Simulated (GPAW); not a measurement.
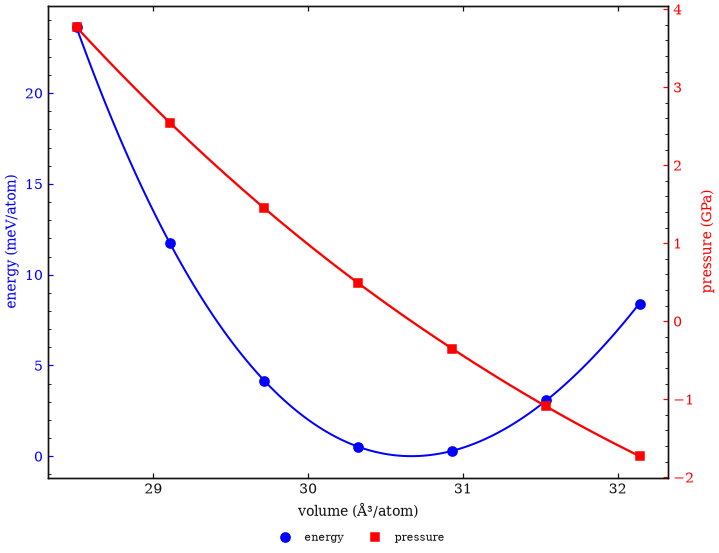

The picture above shows the energy and pressure against volume for Pb, space group Fm-3m (No. 225).

Starting cell:
```xyz
1
Lattice="0.0000 2.4750 2.4750 2.4750 0.0000 2.4750 2.4750 2.4750 0.0000" Properties=species:S:1:pos:R:3 pbc="T T T"
Pb    0.0000    0.0000    0.0000
```

Computed with GPAW 26.7.0: PAW DFT in plane waves, on a grid or in atomic orbitals, no spin polarisation; energies at scaled volumes of the given cell, shape and fractions fixed, counted from the fit's minimum, third-order Birch-Murnaghan fit. Level: revPBE with D3.

k mesh 9×9×9; occupations Fermi–Dirac; smearing width 0.05 eV; potentials GPAW PAW data sets (gpaw data 1.2.1); wave cutoff 600 eV; program settings basis pw.

### How stiff is the solid, and where is its volume at rest?

A third-order Birch–Murnaghan fit gives V0 = 30.67 Å³/atom, B0 = 42.2 GPa and B′ = 5.6.

### How does the pressure vary with volume?

It falls from 3.77 GPa at volume 28.50 Å³/atom to −1.73 GPa at 32.14 Å³/atom, and changes sign near 30.68 Å³/atom.

Caveats: spin-orbit coupling left out, heavy elements.
